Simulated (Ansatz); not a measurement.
## A defect in a wire: Rh wire along [110], 4 atoms a period, O placed on top of one Rh

Wanted: the relaxed defect and the transmission past it, beside the channels of the perfect wire.

Method: DFT PBE, plane waves, PAW; relaxation of a wire's period, in the first sound run; inputs show where later runs differ, in Ansatz 0.2.0.

### 1. The starting structure

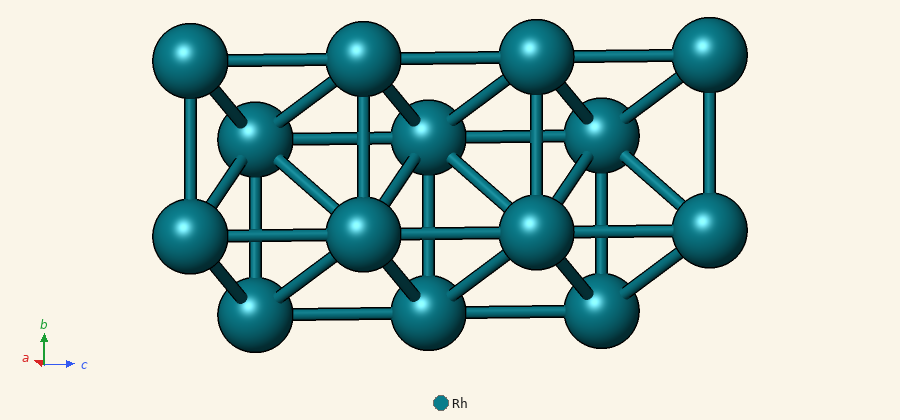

The cell as given, from the side, with the c axis across the page (rhodium blue). 1×1×3 cells are drawn. Some periodic images of atoms are drawn too.

The cell holds 4 atoms: 4 Rh. Its edges and angles: a = 8.715 Å, b = 10.862 Å, c = 2.708 Å, α = 90.0°, β = 90.0°, γ = 90.0°. Vacuum lies along a and b. The structure's axis is c.

### 2. Relaxing the period

Band widths follow the bond lengths, so the wire is relaxed first. The atoms and the third cell vector are free; the box across stays fixed as vacuum. Moments are seeded so that a magnetic state can form if it lies lower. A Fermi-Dirac smearing is set since the result may be a metal. The pressure printed is a third of the stress's trace over the whole box, vacuum included; only the stress along the axis is relaxed.

File input.yaml:

```yaml
crystal:
  lattice:
    - [8.715, 0.0, 0.0]
    - [0.0, 10.862, 0.0]
    - [0.0, 0.0, 2.7082189719]
  atoms:
    - { symbol: Rh, position: [0.390131956, 0.4376827, 0.0], spin: 0.8 }
    - { symbol: Rh, position: [0.609868044, 0.31301786, 0.5], spin: 0.8 }
    - { symbol: Rh, position: [0.609868044, 0.562347539, 0.5], spin: 0.8 }
    - { symbol: Rh, position: [0.390131956, 0.687012379, 0.0], spin: 0.8 }
magnetization:
  spin_polarized: true
kpoints:
  mp_grid: { grid: [1, 1, 30] }
scf:
  occupations: { method: fermi_dirac, width: 0.05 }
hamiltonian:
  xc: pbe
relax:
  cell: { fix: [a, b, alpha, beta, gamma] }
  max_steps: 60
```

Launch:

```bash
$ ansatz run input.yaml --threads 4 --pin off --max-ram 16384MiB --backend cpu --events-out ev --progress --plain --runs-dir out
```

Numbers of over 12 decimals in the logs are rounded to 6 here.

The log of the run:

```text
Engine: ansatz 0.2.0, aarch64-unknown-linux-gnu
Pseudopotentials: kind: paw
Pseudopotential: Rh, paw, valence charge 17, recommended cutoff 420 eV (normal), Rh.paw.azcp
Functional definition: PBE
  parameter kappa = 0.804
  parameter beta = 0.066725
  exchange = pbe_x(kappa = kappa, mu = beta*pi^2/3)
  correlation = pbe_c(beta = beta)
Crystal: 4 atoms, lattice volume = 256.366 Å³
Basis set: ecut = 420 eV, 5045 PW (Γ), exchange–correlation on 120×150×40 points (8 copies of the dense FFT grid, shifted against one another)
Bands: 43, of which v1, the nominal top of the filled ones, is band 34 counted from 1 (33 counted from 0)
Symmetry: 4 space group operations
Space group: P21/m (ITA 11), of the structure as read, at distance tolerance 6.4e-5 Å
Magnetic group: BNS 11.50 (UNI 57), of the structure as read, at distance tolerance 6.4e-5 Å
k-points: 16 of 30
Non-local potential: Rh, projectors of the file, l = 0: 3, l = 1: 2, l = 2: 2, l = 3: 1
PAW form: soft (Blöchl's): semilocal exchange-correlation on the pseudo side does not see the compensation charge
PAW one-centre angular grid: Rh, 590 points (default); XC on 64 Gauss nodes
Initial density: superposition of atomic densities (neutral atoms: chi_scale 0, normalization atom)
Starting moments: Σ|m| = 3.2 μB on 4 of 4 sites
Initial wavefunctions: pseudopotential atomic-orbital guess
Functional: x = pbe(κ = 0.804, μ = 0.219515), c = pbe(β = 0.066725)
SCF iter   1: F=—  HF=-25605.784823 eV  |F-HF|=—  |Δ(HF+E_count)|=         —  Δρ=1.96e-2 (↑1.78e-2 ↓1.96e-2)  dr2=5.68e0  dr2_m=1.03e-1  M=3.059 μB ∫|m|=3.072 μB  β_m=0.30  ethr=3.10e-3  ⟨swp⟩=6.8  Hψ=5577  notcnv=0  defer=4
Mixer restart at iter 1: flushing history
preconditioner: auto → LDOS  [metal: Δε(μ)=0.000 eV  Ē_g=4.712 eV  σ=0.050 eV  W_gap=0.00  n_scr=32 (ndim 8)  ℏωp=13.9 eV  f_vac=0.596  D(μ)=10.64/eV (n_scr^D=88)]
spin=Collinear: LDOS preconditioning applied to the charge; magnetization (m = ρ↑ − ρ↓) channel mixes plain (no charge-response kernel on spin).
SCF iter   2: F=—  HF=-25604.193197 eV  |F-HF|=—  |Δ(HF+E_count)|=    1.59e0  Δρ=1.06e-2 (↑9.64e-3 ↓1.06e-2)  dr2=9.38e-1  dr2_m=6.37e-2  M=3.107 μB ∫|m|=3.130 μB  β_m=0.39  ethr=3.10e-3  ⟨swp⟩=2.1  Hψ=2454  notcnv=0  defer=37
SCF iter   3: F=—  HF=-25604.003907 eV  |F-HF|=—  |Δ(HF+E_count)|=   1.89e-1  Δρ=5.20e-3 (↑5.20e-3 ↓4.91e-3)  dr2=1.10e-1  dr2_m=2.30e-2  M=3.146 μB ∫|m|=3.192 μB  β_m=0.58  ethr=1.38e-3  ⟨swp⟩=2.0  Hψ=2334  notcnv=0  defer=36
SCF iter   4: F=—  HF=-25604.086560 eV  |F-HF|=—  |Δ(HF+E_count)|=         —  Δρ=8.12e-3 (↑8.12e-3 ↓7.76e-3)  dr2=1.63e-2  dr2_m=1.37e-1  M=4.068 μB ∫|m|=4.151 μB  β_m=1.00  ethr=1.61e-4  ⟨swp⟩=2.7  Hψ=2428  notcnv=0  defer=37  κ⁻¹=6.4e-3(r=2)
SCF iter   5: F=—  HF=-25604.053976 eV  |F-HF|=—  |Δ(HF+E_count)|=   3.26e-2  Δρ=1.51e-3 (↑1.04e-3 ↓1.51e-3)  dr2=4.08e-3  dr2_m=3.15e-3  M=4.186 μB ∫|m|=4.309 μB  β_m=0.58  ethr=7.35e-5  ⟨swp⟩=2.0  Hψ=2204  notcnv=0  defer=37
SCF iter   6: F=—  HF=-25604.054369 eV  |F-HF|=—  |Δ(HF+E_count)|=   3.93e-4  Δρ=1.09e-3 (↑1.09e-3 ↓1.03e-3)  dr2=6.33e-4  dr2_m=2.45e-3  M=4.253 μB ∫|m|=4.385 μB  β_m=0.79  ethr=6.00e-6  ⟨swp⟩=2.0  Hψ=2140  notcnv=0  defer=37
SCF iter   7: F=—  HF=-25604.054801 eV  |F-HF|=—  |Δ(HF+E_count)|=   4.32e-4  Δρ=7.26e-4 (↑7.26e-4 ↓7.09e-4)  dr2=2.36e-4  dr2_m=1.12e-3  M=4.310 μB ∫|m|=4.448 μB  β_m=0.44  ethr=9.31e-7  ⟨swp⟩=2.2  Hψ=2157  notcnv=0  defer=37
SCF iter   8: F=—  HF=-25604.055004 eV  |F-HF|=—  |Δ(HF+E_count)|=   2.04e-4  Δρ=3.74e-4 (↑3.02e-4 ↓3.74e-4)  dr2=1.03e-4  dr2_m=2.44e-4  M=4.366 μB ∫|m|=4.511 μB  β_m=0.69  ethr=3.47e-7  ⟨swp⟩=2.4  Hψ=2727  notcnv=0  defer=37
SCF iter   9: F=—  HF=-25604.055043 eV  |F-HF|=—  |Δ(HF+E_count)|=   3.88e-5  Δρ=6.90e-5 (↑6.90e-5 ↓6.57e-5)  dr2=6.20e-6  dr2_m=8.57e-6  M=4.419 μB ∫|m|=4.569 μB  β_m=0.84  ethr=1.51e-7  ⟨swp⟩=2.7  Hψ=2976  notcnv=0  defer=37
SCF iter  10: F=—  HF=-25604.055011 eV  |F-HF|=—  |Δ(HF+E_count)|=   3.19e-5  Δρ=2.96e-5 (↑1.71e-5 ↓2.96e-5)  dr2=1.20e-6  dr2_m=1.03e-6  M=4.414 μB ∫|m|=4.563 μB  β_m=0.91  ethr=9.12e-9  ⟨swp⟩=2.3  Hψ=2530  notcnv=0  defer=37
SCF iter  11: F=—  HF=-25604.055012 eV  |F-HF|=—  |Δ(HF+E_count)|=   8.79e-7  Δρ=1.23e-5 (↑1.23e-5 ↓1.15e-5)  dr2=9.98e-8  dr2_m=2.72e-7  M=4.416 μB ∫|m|=4.565 μB  β_m=0.88  ethr=1.76e-9  ⟨swp⟩=2.1  Hψ=2222  notcnv=0  defer=37
SCF iter  12: F=—  HF=-25604.055012 eV  |F-HF|=—  |Δ(HF+E_count)|=   4.53e-8  Δρ=3.19e-6 (↑2.26e-6 ↓3.19e-6)  dr2=1.69e-8  dr2_m=1.21e-8  M=4.417 μB ∫|m|=4.567 μB  β_m=0.94  ethr=1.47e-10  ⟨swp⟩=2.0  Hψ=2481  notcnv=0  defer=37
SCF iter  13: F=-25604.055012 eV  HF=-25604.055012 eV  |F-HF|=1.40e-8  |Δ(HF+E_count)|=   8.11e-9  Δρ=1.50e-6 (↑1.16e-6 ↓1.50e-6)  dr2=1.82e-8  dr2_m=8.81e-10  M=4.417 μB ∫|m|=4.567 μB  ethr=2.48e-11  ⟨swp⟩=1.6  Hψ=4890  notcnv=0
SCF 1 converged in 13 iterations: F = -25604.055012 eV  dr2 = 1.82e-8
  greatest PAW one-centre occupation: 1.000 electrons in one spin orbital (limit 2), on the Rh atom at site 2 (counted from 0), in its partial waves of l = 0
relax step   1: F+E_penalty+E_count = -25604.05501211 eV  Δ(F+E_penalty+E_count) = +0.000e0 eV  max|allowed force component| = 1.433e0 eV/Å  Δτ_max = 0.0000 Å  P = -3.893 GPa  Ω = 256.366 Å³  fix = [a, b, alpha, beta, gamma]  reactions: a -2.372, b -4.047 GPa; gamma -1.048 GPa/rad  (13 SCF iters, dr2 threshold 1.00e-7 eV, accepted)
Crystal: 4 atoms, lattice volume = 248.145 Å³
Basis set: ecut = 420 eV, 4865 PW (Γ), exchange–correlation on 120×150×40 points (8 copies of the dense FFT grid, shifted against one another)
Initial density: handed on by an earlier stage of this run
Starting moments: Σ|m| = 3.2 μB on 4 of 4 sites; this step starts from the density that it was given
Initial wavefunctions: those handed on with the density
iter 1 solved again at ethr=4.65e-4 eV; its pass at ethr=3.10e-3 eV (dr2=3.16e-1 eV) is discarded
SCF iter   1: F=—  HF=-25604.607428 eV  |F-HF|=—  |Δ(HF+E_count)|=         —  Δρ=1.77e-2 (↑1.77e-2 ↓1.49e-2)  dr2=3.20e-1  dr2_m=4.16e-1  M=2.905 μB ∫|m|=3.035 μB  β_m=0.30  ethr=4.65e-4  ⟨swp⟩=1.5  Hψ=6956  notcnv=0
preconditioner: auto → LDOS  [metal: Δε(μ)=0.005 eV  Ē_g=5.072 eV  σ=0.050 eV  W_gap=0.02  n_scr=32 (ndim 8)  ℏωp=14.1 eV  f_vac=0.634  D(μ)=8.33/eV (n_scr^D=52)]
spin=Collinear: LDOS preconditioning applied to the charge; magnetization (m = ρ↑ − ρ↓) channel mixes plain (no charge-response kernel on spin).
SCF iter   2: F=—  HF=-25604.548230 eV  |F-HF|=—  |Δ(HF+E_count)|=   5.92e-2  Δρ=1.25e-2 (↑1.25e-2 ↓1.11e-2)  dr2=1.27e-1  dr2_m=2.33e-1  M=2.811 μB ∫|m|=2.940 μB  β_m=0.65  ethr=4.65e-4  ⟨swp⟩=2.0  Hψ=1588  notcnv=0
[...]
relax step  15: F+E_penalty+E_count = -25604.70773772 eV  Δ(F+E_penalty+E_count) = -2.986e-4 eV  max|allowed force component| = 3.882e-2 eV/Å  Δτ_max = 0.0280 Å  P = -0.148 GPa  Ω = 238.071 Å³  energy of the carried Pulay correction = +2.267e-3 eV  fix = [a, b, alpha, beta, gamma]  reactions: a -0.280, b -0.085 GPa; gamma -0.041 GPa/rad  (9 SCF iters, dr2 threshold 1.08e-7 eV, accepted)
relax step  16: F+E_penalty+E_count = -25604.70836336 eV  Δ(F+E_penalty+E_count) = -6.256e-4 eV  max|allowed force component| = 9.751e-3 eV/Å  Δτ_max = 0.0573 Å  P = -0.057 GPa  Ω = 238.045 Å³  energy of the carried Pulay correction = +2.270e-3 eV  fix = [a, b, alpha, beta, gamma]  reactions: a -0.204, b +0.024 GPa; gamma -0.022 GPa/rad  (10 SCF iters, dr2 threshold 9.42e-8 eV, accepted)
relax step  17: F+E_penalty+E_count = -25604.70484207 eV  Δ(F+E_penalty+E_count) = +3.521e-3 eV  max|allowed force component| = 1.760e-1 eV/Å  Δτ_max = 0.1914 Å  P = -0.466 GPa  Ω = 238.014 Å³  energy of the carried Pulay correction = +2.274e-3 eV  fix = [a, b, alpha, beta, gamma]  (14 SCF iters, rejected (line search))
relax step  18: F+E_penalty+E_count = -25604.70856266 eV  Δ(F+E_penalty+E_count) = -1.993e-4 eV  max|allowed force component| = 6.777e-3 eV/Å  Δτ_max = 0.0285 Å  P = -0.044 GPa  Ω = 238.056 Å³  energy of the carried Pulay correction = +2.269e-3 eV  fix = [a, b, alpha, beta, gamma]  reactions: a -0.191, b +0.040 GPa; gamma +0.000 GPa/rad  (13 SCF iters, accepted)
Basis set: ecut = 420 eV, 4653 PW (Γ), exchange–correlation on 120×150×36 points (8 copies of the dense FFT grid, shifted against one another)
Initial wavefunctions: pseudopotential atomic-orbital guess (no wavefunctions were taken with the density)
iter 1 solved again at ethr=2.24e-6 eV; its pass at ethr=3.10e-3 eV (dr2=1.53e-3 eV) is discarded
SCF iter   1: F=—  HF=-25604.705106 eV  |F-HF|=—  |Δ(HF+E_count)|=         —  Δρ=9.31e-5 (↑9.31e-5 ↓9.27e-5)  dr2=2.21e-5  dr2_m=1.12e-7  M=1.660 μB ∫|m|=1.716 μB  β_m=0.65  ethr=2.24e-6  ⟨swp⟩=3.0  Hψ=9239  notcnv=0
preconditioner: auto → LDOS  [metal: Δε(μ)=0.003 eV  Ē_g=5.084 eV  σ=0.050 eV  W_gap=0.02  n_scr=16 (ndim 8)  ℏωp=14.4 eV  f_vac=0.622  D(μ)=8.76/eV (n_scr^D=56)]
spin=Collinear: LDOS preconditioning applied to the charge; magnetization (m = ρ↑ − ρ↓) channel mixes plain (no charge-response kernel on spin).
SCF iter   2: F=—  HF=-25604.705007 eV  |F-HF|=—  |Δ(HF+E_count)|=   9.88e-5  Δρ=3.04e-5 (↑2.77e-5 ↓3.04e-5)  dr2=1.66e-6  dr2_m=2.74e-7  M=1.661 μB ∫|m|=1.717 μB  β_m=0.51  ethr=3.25e-8  ⟨swp⟩=2.8  Hψ=2730  notcnv=0
SCF iter   3: F=—  HF=-25604.705009 eV  |F-HF|=—  |Δ(HF+E_count)|=   1.67e-6  Δρ=1.58e-5 (↑1.53e-5 ↓1.58e-5)  dr2=3.65e-7  dr2_m=1.54e-7  M=1.662 μB ∫|m|=1.718 μB  β_m=0.67  ethr=2.44e-9  ⟨swp⟩=2.1  Hψ=1971  notcnv=0
SCF iter   4: F=—  HF=-25604.705009 eV  |F-HF|=—  |Δ(HF+E_count)|=   6.65e-7  Δρ=6.23e-6 (↑3.83e-6 ↓6.23e-6)  dr2=1.35e-7  dr2_m=3.53e-8  M=1.662 μB ∫|m|=1.718 μB  β_m=0.67  ethr=5.37e-10  ⟨swp⟩=2.4  Hψ=2347  notcnv=0
SCF iter   5: F=—  HF=-25604.705009 eV  |F-HF|=—  |Δ(HF+E_count)|=   9.96e-9  Δρ=2.72e-6 (↑2.17e-6 ↓2.72e-6)  dr2=2.18e-8  dr2_m=8.12e-9  M=1.662 μB ∫|m|=1.718 μB  β_m=0.69  ethr=1.99e-10  ⟨swp⟩=2.3  Hψ=2146  notcnv=0
SCF iter   6: F=—  HF=-25604.705009 eV  |F-HF|=—  |Δ(HF+E_count)|=   2.09e-9  Δρ=9.79e-7 (↑9.68e-7 ↓9.79e-7)  dr2=6.59e-10  dr2_m=1.59e-9  M=1.662 μB ∫|m|=1.718 μB  β_m=0.78  ethr=3.20e-11  ⟨swp⟩=2.1  Hψ=2032  notcnv=0
SCF iter   7: F=—  HF=-25604.705009 eV  |F-HF|=—  |Δ(HF+E_count)|=   2.06e-8  Δρ=3.16e-7 (↑2.71e-7 ↓3.16e-7)  dr2=3.71e-10  dr2_m=1.28e-10  M=1.662 μB ∫|m|=1.718 μB  β_m=0.84  ethr=1.00e-12  ⟨swp⟩=3.2  Hψ=3070  notcnv=0
SCF iter   8: F=—  HF=-25604.705009 eV  |F-HF|=—  |Δ(HF+E_count)|=  1.35e-10  Δρ=1.34e-7 (↑1.16e-7 ↓1.34e-7)  dr2=1.62e-10  dr2_m=1.43e-11  M=1.662 μB ∫|m|=1.718 μB  β_m=0.75  ethr=1.00e-12  ⟨swp⟩=2.1  Hψ=1989  notcnv=0
SCF iter   9: F=—  HF=-25604.705009 eV  |F-HF|=—  |Δ(HF+E_count)|=  2.55e-11  Δρ=5.08e-8 (↑4.44e-8 ↓5.08e-8)  dr2=6.69e-12  dr2_m=3.48e-12  M=1.662 μB ∫|m|=1.718 μB  β_m=0.82  ethr=1.00e-12  ⟨swp⟩=2.3  Hψ=1909  notcnv=0
SCF iter  10: F=-25604.705009 eV  HF=-25604.705009 eV  |F-HF|=0.00e0  |Δ(HF+E_count)|=  1.46e-11  Δρ=2.64e-8 (↑1.61e-8 ↓2.64e-8)  dr2=5.20e-12  dr2_m=3.14e-13  M=1.662 μB ∫|m|=1.718 μB  ethr=1.00e-12  ⟨swp⟩=3.0  Hψ=4495  notcnv=0
SCF 19 converged in 10 iterations: F = -25604.705009 eV  dr2 = 5.20e-12
relax step  19: F+E_penalty+E_count = -25604.70500922 eV  Δ(F+E_penalty+E_count) = +3.553e-3 eV  max|allowed force component| = 6.970e-3 eV/Å  Δτ_max = 0.0000 Å  P = -0.034 GPa  Ω = 238.056 Å³  fix = [a, b, alpha, beta, gamma]  reactions: a -0.188, b +0.044 GPa; gamma +0.002 GPa/rad  stress off target by 4.02e-2 GPa on what of the cell is left free  SCF on the basis re-selected at this cell (its energy is not comparable with the rows above)  (10 SCF iters)
basis re-selected at this cell: Δ(F+E_penalty+E_count) = +3.553e-3 eV, ΔP = +0.009 GPa vs the last step (what re-selecting the basis moved, of the pressure what is left beyond the Pulay correction that the steps carried, after the strain that the cell walked since its last selection, with what the two solves' SCF thresholds leave and, on support functions, any second-order correction that the steps lacked; it is no measure of the basis error at this ecutwfc). The dense FFT grid was sized anew with the basis: this SCF ran on 60×75×18 points, the steps before it on 60×75×20, so part of this shift can come from that change (see relax.cell in the input reference). [rest of the remark cut]
SCF converged after 10 iterations
Magnetization: 1.6622 μB (34.8311 up, 33.1689 down)
Absolute magnetization: 1.7172 μB (∫|ρ↑−ρ↓|, with the PAW one-centre terms)
Spin contamination: 0.0223 ħ² per cell (⟨S²⟩ above its minimum at these occupations)
Per-site moments (μB) at R_I (Å): [(0.372092, 1.025473), (0.381281, 1.025473), (0.372092, 1.025473), (0.381281, 1.025473)]
Free energy (F): -25604.705009 eV
Harris-Foulkes:  -25604.705009 eV  (|F-HF|=0.00e0)
Internal energy: -25604.632859 eV  (E = F + TS)
E sigma→0 (E₀):  -25604.668934 eV
Entropy (-TS):   -0.072150 eV (-18.037 meV/atom)
Fermi energy:    1.617648 eV
--- Per-component energies (eV) ---
  E_band       = -1703.588215
  E_kinetic    = 2290.491779
  E_local      = -29497.352956  (includes V_loc(G=0)·N_el)
  E_nonlocal   = 1432.749541
  E_hartree    = 13133.189353
  E_xc         = -879.268339
  E_vxc        = -1102.461674  (∫ρ·V_xc dr)
  E_paw        = -14353.422318  (= ΣΔE_a)
  E_vpaw       = -1093.397071  (= ΣTr[D̂ρ^β])
  E_aug_tail   = 0.003529  (compensation charges beyond the density's cutoff)
  E_ewald      = 2268.976551
  E_smearing   = -0.072150  (= −TS)
  E_closure    = -0.000000  (closes the sum)
  Σ components = -25604.705009   (vs F -25604.705009, Δ=0.00e0)
--- Forces (eV/Å), atoms counted from 1 ---
  atom   1  Rh    -0.00366599    -0.00579809     0.00000000
  atom   2  Rh     0.00697044    -0.00426624     0.00000000
  atom   3  Rh     0.00366599     0.00579809    -0.00000000
  atom   4  Rh    -0.00697044     0.00426624    -0.00000000
  max |Σ_I F_I| component: 8.67e-19 eV/Å
--- Stress (GPa, compression-positive) ---
       -0.187678      -0.002480       0.000000
       -0.002480       0.044103       0.000000
        0.000000       0.000000       0.040181
  P = ⅓ Tr σ = -0.0345 GPa (-0.345 kbar)
--- Relaxed structure (18 steps of the walk, 15 accepted, 1 SCFs on fresh bases) ---
  F+E_penalty+E_count = -25604.70500922 eV   max|allowed force component| = 6.970e-3 eV/Å   (the final SCF, on the basis selected at the relaxed cell)
  cell:  # Å, volume = 238.0564 Å³
    - [8.715, 0, 0]
    - [0, 10.862, 0]
    - [0, 0, 2.514795]
  atoms:
    - { symbol: Rh, position: [0.407171, 0.421839, -7.054960055469415e-18] }
    - { symbol: Rh, position: [0.661324, 0.356016, 0.500000] }
    - { symbol: Rh, position: [0.592829, 0.578191, 0.500000] }
    - { symbol: Rh, position: [0.338676, 0.644014, -1.9146478413241202e-17] }
```

Wall time 1.8 min (4 threads of Arm Neoverse V2, shared host); peak memory 0.73 GiB; 6.8 min of CPU time.

[end of part 1 of 5]

[Logs are printed without paths, hosts, clocks, repeated set-up lines and the standing remarks that a program may print on its own settings, such as how far it seeks lower states.]

[Hosts, paths, dates, database ids (printed as entryN), source tags and the programs' standing remarks are cut or masked in the printed files.]
